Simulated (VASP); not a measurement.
# How k-mesh and SCF threshold change a VASP run on NaCl, part 2 of 2

Aim: find how far the k-mesh and SCF threshold must be pushed for NaCl, and what that costs. The series runs use r2SCAN. The start is a cell from a database of measured crystal structures.

VASP 6.6.1; r2SCAN; plane waves and PAW (Na_pv, Cl).

So far. Step 7 (K-mesh: 8 8 8): Against the run before the energy moves by -0.01 meV an atom while the pressure stays within 0.01 GPa, after 13 cycles in 17 s.

The database entry behind the starting cell differs from later determinations by our own check (an axis about 0.4 % short against later determinations), so it need not match the best structure at ambient conditions.

## Step 8: K-mesh: 10 10 10

INCAR

```
SYSTEM = NaCl
PREC = Accurate
ENCUT = 400
EDIFF = 1E-06
NELM = 100
ISMEAR = -1
SIGMA = 0.05
LREAL = .FALSE.
ALGO = Normal
METAGGA = R2SCAN
LASPH = .TRUE.
NBANDS = 13
LORBIT = 11
LWAVE = .FALSE.
LCHARG = .FALSE.
KPAR = 2
ISIF = 2
```

POSCAR

```
NaCl
1.0
    0.0000000000      2.8100000000      2.8100000000
    2.8100000000      0.0000000000      2.8100000000
    2.8100000000      2.8100000000      0.0000000000
Na Cl
1 1
Direct
    0.0000000000      0.0000000000      0.0000000000
    0.5000000000      0.5000000000      0.5000000000
```

KPOINTS

```
Automatic mesh
0
Gamma
10 10 10
0 0 0
```

The projector-augmented-wave data sets are Na_pv and Cl (PBE family, release 64).

On the command line:

```sh
> mpirun -np 2 vasp_std
```

What it wrote:

```text
[... set-up lines as in an earlier step ...]
 entering main loop
       N       E                     dE             d eps       ncg     rms          rms(c)
DAV:   1     0.801370230408E+02    0.80137E+02   -0.64582E+03  1251   0.917E+02
DAV:   2    -0.894788137848E+01   -0.89085E+02   -0.83381E+02  1351   0.248E+02
DAV:   3    -0.158471161895E+02   -0.68992E+01   -0.68562E+01  1562   0.688E+01
DAV:   4    -0.159635890032E+02   -0.11647E+00   -0.11643E+00  1382   0.992E+00
[...]
DAV:  11    -0.137884996554E+02   -0.18307E-04   -0.66671E-05  1332   0.691E-02    0.509E-02
DAV:  12    -0.137885032853E+02   -0.36299E-05   -0.52386E-06  1482   0.169E-02    0.276E-03
DAV:  13    -0.137885034593E+02   -0.17394E-06   -0.13121E-07   867   0.338E-03
   1 F= -.13788503E+02 E0= -.13788503E+02  d E =-.227866E-10
```

Wall time 26 s (2 MPI ranks of AMD EPYC 9R45, shared host); peak memory 0.26 GiB.

Parts of OUTCAR (step 8):

```text
  Total       -0.1794933     -0.1794933     -0.1794933     -0.0000000     -0.0000000      0.0000000
  in kB       -6.4805211     -6.4805211     -6.4805211     -0.0000000     -0.0000000      0.0000000
  external PRESSURE =      -6.4805211 kB  Pullay stress =       0.0000000 kB

 POSITION                                       TOTAL-FORCE (eV/Angst)
 -----------------------------------------------------------------------------------
      0.00000      0.00000      0.00000        -0.000000     -0.000000      0.000000
      2.81000      2.81000      2.81000         0.000000      0.000000     -0.000000
 -----------------------------------------------------------------------------------
    total drift:                                0.000000      0.000000      0.000000

  FREE ENERGIE OF THE ION-ELECTRON SYSTEM (eV)
  ---------------------------------------------------
  free  energy   TOTEN  =       -13.7885034593 eV

  energy  without entropy=      -13.7885034592  energy(sigma->0) =      -13.78850346

[... 1 part as in an earlier step ...]

[... 2 further parts left out ...]
[key lines of the parts left out:]
E-fermi :  -0.0039
```

Against the run before the energy moves by -0.03 meV an atom while the pressure stays within 0.01 GPa, after 13 cycles in 26 s.

## Step 9: K-mesh: 13 13 13

INCAR is that of step 8.

POSCAR is that of step 8.

KPOINTS

```
Automatic mesh
0
Gamma
13 13 13
0 0 0
```

On the command line:

```sh
> mpirun -np 2 vasp_std
```

What it wrote:

```text
[... set-up lines as in an earlier step ...]
 entering main loop
       N       E                     dE             d eps       ncg     rms          rms(c)
DAV:   1     0.785895952250E+02    0.78590E+02   -0.65097E+03  2251   0.923E+02
DAV:   2    -0.932446346432E+01   -0.87914E+02   -0.82382E+02  2412   0.251E+02
DAV:   3    -0.158575012209E+02   -0.65330E+01   -0.64971E+01  2844   0.683E+01
DAV:   4    -0.159637731993E+02   -0.10627E+00   -0.10623E+00  2527   0.960E+00
[...]
DAV:  11    -0.137884800567E+02   -0.17335E-04   -0.68406E-05  2434   0.694E-02    0.499E-02
DAV:  12    -0.137884832192E+02   -0.31625E-05   -0.52852E-06  2644   0.168E-02    0.247E-03
DAV:  13    -0.137884833681E+02   -0.14894E-06   -0.13235E-07  1621   0.337E-03
   1 F= -.13788483E+02 E0= -.13788483E+02  d E =-.669574E-10
```

Wall time 43 s (2 MPI ranks); peak memory 0.28 GiB.

Parts of OUTCAR (step 9):

```text
  Total       -0.1796385     -0.1796385     -0.1796385      0.0000000      0.0000000      0.0000000
  in kB       -6.4857623     -6.4857623     -6.4857623      0.0000000      0.0000000      0.0000000
  external PRESSURE =      -6.4857623 kB  Pullay stress =       0.0000000 kB

  FREE ENERGIE OF THE ION-ELECTRON SYSTEM (eV)
  ---------------------------------------------------
  free  energy   TOTEN  =       -13.7884833681 eV

  energy  without entropy=      -13.7884833681  energy(sigma->0) =      -13.78848337

[... 2 parts as in an earlier step ...]

[... 2 further parts left out ...]
[key lines of the parts left out:]
E-fermi :  -0.0611
```

Against the run before the energy moves by +0.01 meV an atom while the pressure stays within 0.01 GPa, after 13 cycles in 43 s.

## Step 10: The k-mesh series as a table

This step: convergence of r2SCAN results with the mesh; plane waves and PAW (VASP 6.6.1).

Derived from the runs above.

Differences are taken from the run with 13 13 13. Results of the series, by row:

| setting | status | energy less the reference (meV/atom) | pressure (GPa) | gap (eV) | SCF cycles | wall time (s) |
| --- | --- | --- | --- | --- | --- | --- |
| 2 2 2 | converged | 122.8 | 1.314 | 5.882 | 13 | 3.6 |
| 3 3 3 | converged | 8.104 | -0.4726 | 5.956 | 13 | 5.2 |
| 4 4 4 | converged | 0.7994 | -0.6342 | 5.964 | 13 | 7 |
| 5 5 5 | converged | 0.0067 | -0.6468 | 5.965 | 13 | 8 |
| 6 6 6 | converged | 0.03056 | -0.65 | 5.965 | 13 | 10.6 |
| 8 8 8 | converged | 0.01697 | -0.6494 | 5.965 | 13 | 17.4 |
| 10 10 10 | converged | -0.01005 | -0.6481 | 5.965 | 13 | 26 |
| 13 13 13 | converged | 0 | -0.6486 | 5.965 | 13 | 43 |

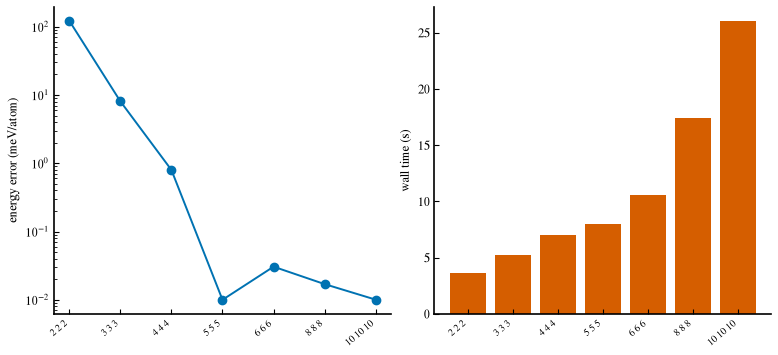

The energy error in size, against the reference run (errors under 0.01 are drawn at 0.01), and the wall time by setting.

## Step 11: SCF threshold: EDIFF = 0.01

This step: r2SCAN; plane waves and PAW (Na_pv, Cl) (VASP 6.6.1).

EDIFF stops the electronic loop; forces need it tighter than energies do.

INCAR, as its differences from that of step 9:

```diff
@@ -3,3 +3,3 @@
 ENCUT = 400
-EDIFF = 1E-06
+EDIFF = 0.01
 NELM = 100
```

POSCAR is that of step 9.

KPOINTS

```
Automatic mesh
0
Gamma
8 8 8
0 0 0
```

On the command line:

```sh
> mpirun -np 2 vasp_std
```

What it wrote:

```text
[... set-up lines as in an earlier step ...]
 entering main loop
       N       E                     dE             d eps       ncg     rms          rms(c)
[... 4 cycles as in an earlier step ...]
DAV:   5    -0.159662798257E+02   -0.25426E-02   -0.25425E-02   943   0.145E+00    0.222E+00
DAV:   6    -0.137969943995E+02    0.21693E+01   -0.54385E-01   759   0.747E+00    0.228E+00
DAV:   7    -0.137808890999E+02    0.16105E-01   -0.16053E-01   894   0.291E+00    0.122E+00
DAV:   8    -0.137863620815E+02   -0.54730E-02   -0.69564E-03   844   0.608E-01
   1 F= -.13786362E+02 E0= -.13786362E+02  d E =-.175180E-10
```

Run time: 11 s. Hardware: 2 MPI ranks; peak memory 0.25 GiB.

OUTCAR, selected parts (step 11):

```text
   NELECT =      14.0000    total number of electrons

 E-fermi :  -0.0487

 k-point     1 :       0.0000    0.0000    0.0000
  band No.  band energies     occupation
    ...
      3     -22.5507      2.00000
      4     -14.4176      2.00000
      5      -1.1623      2.00000
      6      -1.1623      2.00000
      7      -1.1623      2.00000
      8       4.7939      0.00000
      9      10.6145      0.00000
     10      10.6145      0.00000
     11      10.6145      0.00000
     12      12.8905      0.00000
    ...

  Total        0.4548434      0.4548434      0.4548434     -0.0000000      0.0000000      0.0000000
  in kB       16.4219029     16.4219029     16.4219029     -0.0000000      0.0000000      0.0000000
  external PRESSURE =      16.4219029 kB  Pullay stress =       0.0000000 kB

 POSITION                                       TOTAL-FORCE (eV/Angst)
 -----------------------------------------------------------------------------------
      0.00000      0.00000      0.00000         0.000000      0.000000      0.000000
      2.81000      2.81000      2.81000        -0.000000      0.000000     -0.000000
 -----------------------------------------------------------------------------------
    total drift:                                0.000000      0.000000      0.000000

  FREE ENERGIE OF THE ION-ELECTRON SYSTEM (eV)
  ---------------------------------------------------
  free  energy   TOTEN  =       -13.7863620815 eV

  energy  without entropy=      -13.7863620815  energy(sigma->0) =      -13.78636208

[... 7 parts as in an earlier step ...]

[... 10 further parts left out ...]
```

Numbers from this step:

* SCF cycles: 8
* irreducible k-points: 29
* Fermi energy: -0.0487 eV
* pressure: 1.642 GPa
* gap on the k-mesh: 5.956 eV
* least direct gap on the k-mesh: 5.956 eV

The series starts at -6.8932 eV an atom and 1.64 GPa, after 8 cycles in 11 s.

## Step 12: SCF threshold: EDIFF = 0.001

INCAR, as its differences from that of step 11:

```diff
@@ -3,3 +3,3 @@
 ENCUT = 400
-EDIFF = 0.01
+EDIFF = 0.001
 NELM = 100
```

POSCAR is that of step 11.

KPOINTS is that of step 11.

On the command line:

```sh
> mpirun -np 2 vasp_std
```

What it wrote:

```text
[... set-up lines as in an earlier step ...]
 entering main loop
       N       E                     dE             d eps       ncg     rms          rms(c)
[... 9 cycles as in an earlier step ...]
DAV:  10    -0.137884279675E+02   -0.41575E-04   -0.86076E-05   482   0.810E-02
   1 F= -.13788428E+02 E0= -.13788428E+02  d E =-.522831E-10
```

Run time: 14 s. Hardware: 2 MPI ranks; peak memory 0.25 GiB.

OUTCAR, selected parts (step 12):

```text
  Total       -0.2276313     -0.2276313     -0.2276313     -0.0000000      0.0000000     -0.0000000
  in kB       -8.2185191     -8.2185191     -8.2185191     -0.0000000      0.0000000     -0.0000000
  external PRESSURE =      -8.2185191 kB  Pullay stress =       0.0000000 kB

 POSITION                                       TOTAL-FORCE (eV/Angst)
 -----------------------------------------------------------------------------------
      0.00000      0.00000      0.00000        -0.000000     -0.000000     -0.000000
      2.81000      2.81000      2.81000         0.000000      0.000000      0.000000
 -----------------------------------------------------------------------------------
    total drift:                                0.000000      0.000000      0.000000

  FREE ENERGIE OF THE ION-ELECTRON SYSTEM (eV)
  ---------------------------------------------------
  free  energy   TOTEN  =       -13.7884279675 eV

  energy  without entropy=      -13.7884279674  energy(sigma->0) =      -13.78842797

[... 2 parts as in an earlier step ...]

[... 1 further part left out ...]
[key lines of the parts left out:]
E-fermi :  -0.0400
```

Against the run before the energy moves by -1.03 meV an atom and the pressure by -2.46 GPa, after 10 cycles in 14 s.

## Step 13: SCF threshold: EDIFF = 1E-04

INCAR, as its differences from that of step 12:

```diff
@@ -3,3 +3,3 @@
 ENCUT = 400
-EDIFF = 0.001
+EDIFF = 1E-04
 NELM = 100
```

POSCAR is that of step 12.

KPOINTS is that of step 12.

On the command line:

```sh
> mpirun -np 2 vasp_std
```

What it wrote:

```text
[... set-up lines as in an earlier step ...]
 entering main loop
       N       E                     dE             d eps       ncg     rms          rms(c)
[... 9 cycles as in an earlier step ...]
DAV:  10    -0.137884288685E+02   -0.42476E-04   -0.95082E-05   979   0.810E-02
   1 F= -.13788429E+02 E0= -.13788429E+02  d E =-.523496E-10
```

Wall time 14 s (2 MPI ranks); peak memory 0.25 GiB; 27 s of CPU time.

Parts of OUTCAR (step 13):

```text
  Total       -0.2298763     -0.2298763     -0.2298763     -0.0000000     -0.0000000     -0.0000000
  in kB       -8.2995755     -8.2995755     -8.2995755     -0.0000000     -0.0000000     -0.0000000
  external PRESSURE =      -8.2995755 kB  Pullay stress =       0.0000000 kB

 POSITION                                       TOTAL-FORCE (eV/Angst)
 -----------------------------------------------------------------------------------
      0.00000      0.00000      0.00000         0.000000      0.000000      0.000000
      2.81000      2.81000      2.81000        -0.000000     -0.000000     -0.000000
 -----------------------------------------------------------------------------------
    total drift:                                0.000000      0.000000      0.000000

  FREE ENERGIE OF THE ION-ELECTRON SYSTEM (eV)
  ---------------------------------------------------
  free  energy   TOTEN  =       -13.7884288685 eV

  energy  without entropy=      -13.7884288684  energy(sigma->0) =      -13.78842887

[... 2 parts as in an earlier step ...]

[... 1 further part left out ...]
[key lines of the parts left out:]
E-fermi :  -0.0401
```

Against the run before the energy stays within 0.01 meV an atom; the pressure moves by -0.01 GPa, after 10 cycles in 14 s.

## Step 14: SCF threshold: EDIFF = 1E-05

INCAR, as its differences from that of step 13:

```diff
@@ -3,3 +3,3 @@
 ENCUT = 400
-EDIFF = 1E-04
+EDIFF = 1E-05
 NELM = 100
```

POSCAR is that of step 13.

KPOINTS is that of step 13.

On the command line:

```sh
> mpirun -np 2 vasp_std
```

What it wrote:

```text
[... set-up lines as in an earlier step ...]
 entering main loop
       N       E                     dE             d eps       ncg     rms          rms(c)
[... 11 cycles as in an earlier step ...]
DAV:  12    -0.137884492861E+02   -0.34876E-05   -0.46408E-06   600   0.166E-02
   1 F= -.13788449E+02 E0= -.13788449E+02  d E =-.508498E-10
```

Run time: 16 s. Hardware: 2 MPI ranks; peak memory 0.25 GiB.

OUTCAR, selected parts (step 14):

```text
  Total       -0.1754860     -0.1754860     -0.1754860      0.0000000     -0.0000000      0.0000000
  in kB       -6.3358382     -6.3358382     -6.3358382      0.0000000     -0.0000000      0.0000000
  external PRESSURE =      -6.3358382 kB  Pullay stress =       0.0000000 kB

 POSITION                                       TOTAL-FORCE (eV/Angst)
 -----------------------------------------------------------------------------------
      0.00000      0.00000      0.00000         0.000000     -0.000000      0.000000
      2.81000      2.81000      2.81000        -0.000000      0.000000     -0.000000
 -----------------------------------------------------------------------------------
    total drift:                                0.000000      0.000000      0.000000

  FREE ENERGIE OF THE ION-ELECTRON SYSTEM (eV)
  ---------------------------------------------------
  free  energy   TOTEN  =       -13.7884492861 eV

  energy  without entropy=      -13.7884492861  energy(sigma->0) =      -13.78844929

[... 2 parts as in an earlier step ...]

[... 1 further part left out ...]
[key lines of the parts left out:]
E-fermi :  -0.0434
```

Against the run before the energy moves by -0.01 meV an atom and the pressure by +0.20 GPa, after 12 cycles in 16 s.

## Step 15: SCF threshold: EDIFF = 1E-06

INCAR, as its differences from that of step 14:

```diff
@@ -3,3 +3,3 @@
 ENCUT = 400
-EDIFF = 1E-05
+EDIFF = 1E-06
 NELM = 100
```

POSCAR is that of step 14.

KPOINTS is that of step 14.

On the command line:

```sh
> mpirun -np 2 vasp_std
```

What it wrote:

```text
[... set-up lines as in an earlier step ...]
 entering main loop
       N       E                     dE             d eps       ncg     rms          rms(c)
[... 13 cycles as in an earlier step ...]
   1 F= -.13788449E+02 E0= -.13788449E+02  d E =-.509440E-10
```

Run time: 17 s. Hardware: 2 MPI ranks; peak memory 0.25 GiB; 34 s of CPU time.

OUTCAR, selected parts (step 15):

```text
[... 6 parts as in an earlier step ...]

[... 1 further part left out ...]
[key lines of the parts left out:]
E-fermi :  -0.0432
```

Against the run before the energy stays within 0.01 meV an atom; the pressure moves by -0.02 GPa, after 13 cycles in 17 s.

## Step 16: SCF threshold: EDIFF = 1E-08

INCAR, as its differences from that of step 15:

```diff
@@ -3,3 +3,3 @@
 ENCUT = 400
-EDIFF = 1E-06
+EDIFF = 1E-08
 NELM = 100
```

POSCAR is that of step 15.

KPOINTS is that of step 15.

On the command line:

```sh
> mpirun -np 2 vasp_std
```

What it wrote:

```text
[... set-up lines as in an earlier step ...]
 entering main loop
       N       E                     dE             d eps       ncg     rms          rms(c)
[... 12 cycles as in an earlier step ...]
DAV:  13    -0.137884494319E+02   -0.10805E-06   -0.13519E-07   884   0.329E-03    0.136E-03
DAV:  14    -0.137884501615E+02   -0.72962E-06   -0.29800E-08   889   0.177E-03    0.704E-04
DAV:  15    -0.137884501187E+02    0.42893E-07   -0.14968E-09   545   0.332E-04    0.363E-04
DAV:  16    -0.137884499328E+02    0.18583E-06   -0.38116E-10   502   0.186E-04    0.644E-05
DAV:  17    -0.137884498823E+02    0.50529E-07   -0.12130E-10   477   0.105E-04    0.366E-05
DAV:  18    -0.137884498940E+02   -0.11667E-07   -0.10111E-11   452   0.393E-05    0.491E-06
DAV:  19    -0.137884498901E+02    0.38513E-08    0.43348E-13   457   0.170E-05
   1 F= -.13788450E+02 E0= -.13788450E+02  d E =-.509359E-10
```

Run time: 24 s. Hardware: 2 MPI ranks; peak memory 0.25 GiB.

From OUTCAR (step 16):

```text
  Total       -0.1820087     -0.1820087     -0.1820087     -0.0000000      0.0000000      0.0000000
  in kB       -6.5713369     -6.5713369     -6.5713369     -0.0000000      0.0000000      0.0000000
  external PRESSURE =      -6.5713369 kB  Pullay stress =       0.0000000 kB

  FREE ENERGIE OF THE ION-ELECTRON SYSTEM (eV)
  ---------------------------------------------------
  free  energy   TOTEN  =       -13.7884498901 eV

  energy  without entropy=      -13.7884498901  energy(sigma->0) =      -13.78844989

[... 3 parts as in an earlier step ...]

[... 1 further part left out ...]
[key lines of the parts left out:]
E-fermi :  -0.0432
```

Against the run before the energy stays within 0.01 meV an atom; the pressure moves by -0.01 GPa, after 19 cycles in 24 s.

## Step 17: The SCF threshold series as a table

This step: convergence of r2SCAN results with the threshold; plane waves and PAW (VASP 6.6.1).

No new run; the numbers come from the runs before.

Differences are taken from the run with EDIFF = 1E-08. Results of the series, by row:

| setting | status | energy less the reference (meV/atom) | pressure (GPa) | gap (eV) | SCF cycles | wall time (s) |
| --- | --- | --- | --- | --- | --- | --- |
| EDIFF = 0.01 | converged | 1.044 | 1.642 | 5.956 | 8 | 11.4 |
| EDIFF = 0.001 | converged | 0.01096 | -0.8219 | 5.956 | 10 | 13.6 |
| EDIFF = 1E-04 | converged | 0.01051 | -0.83 | 5.956 | 10 | 13.8 |
| EDIFF = 1E-05 | converged | 3.00e-4 | -0.6336 | 5.965 | 12 | 16 |
| EDIFF = 1E-06 | converged | 2.30e-4 | -0.6494 | 5.965 | 13 | 17.4 |
| EDIFF = 1E-08 | converged | 0 | -0.6571 | 5.965 | 19 | 24 |

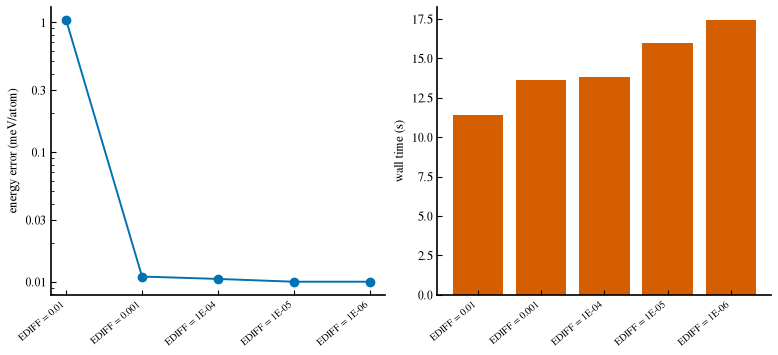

The energy error in size, against the reference run (errors under 0.01 are drawn at 0.01), and the wall time by setting.

## Step 18: Summary of results

| Item | Value |
| --- | --- |
| k-mesh from which the energy stays within 10 meV/atom of the reference | 3 3 3 |
| k-mesh from which the energy stays within 1 meV/atom of the reference | 4 4 4 |
| k-mesh from which the pressure stays within 0.2 GPa of the reference | 3 3 3 |
| spread of the pressure over the k-mesh | 1.96 GPa |
| spread of the energy over the k-mesh | 123 meV/atom |
| SCF threshold from which the energy stays within 10 meV/atom of the reference | EDIFF = 0.01 |
| SCF threshold from which the energy stays within 1 meV/atom of the reference | EDIFF = 0.001 |
| SCF threshold from which the pressure stays within 0.2 GPa of the reference | EDIFF = 0.001 |
| spread of the pressure over the SCF threshold | 2.47 GPa |
| spread of the energy over the SCF threshold | 1.04 meV/atom |

From 4 4 4 on, the energy stays within 1 meV an atom of the reference, at 16 % of its time. The pressure holds within 0.2 GPa from 3 3 3 on. From EDIFF = 0.001 on, the energy stays within 1 meV an atom of the reference, at 57 % of its time. The pressure holds within 0.2 GPa from EDIFF = 0.001 on. The loosest stop saves 11 of 19 cycles and costs +1.0 meV an atom, +2.30 GPa. Differences are taken from the run with 13 13 13, which is itself not the exact limit. Forces vanish by symmetry in this cell, so the series can't test them. The run at 2 2 2 is over 30 meV an atom or 2 GPa off and describes the material poorly.

[Lines on the potential files, build, host, timing and source positions are cut from VASP's logs without a mark.]

[Logs are printed without paths, hosts, clocks, repeated set-up lines and the standing remarks that a program may print on its own settings, such as how far it seeks lower states.]

[Hosts, paths, dates, database ids (printed as entryN), source tags and the programs' standing remarks are cut or masked in the printed files.]

[A measured line is paired with the nearest computed mode of its activity, which favours agreement.]
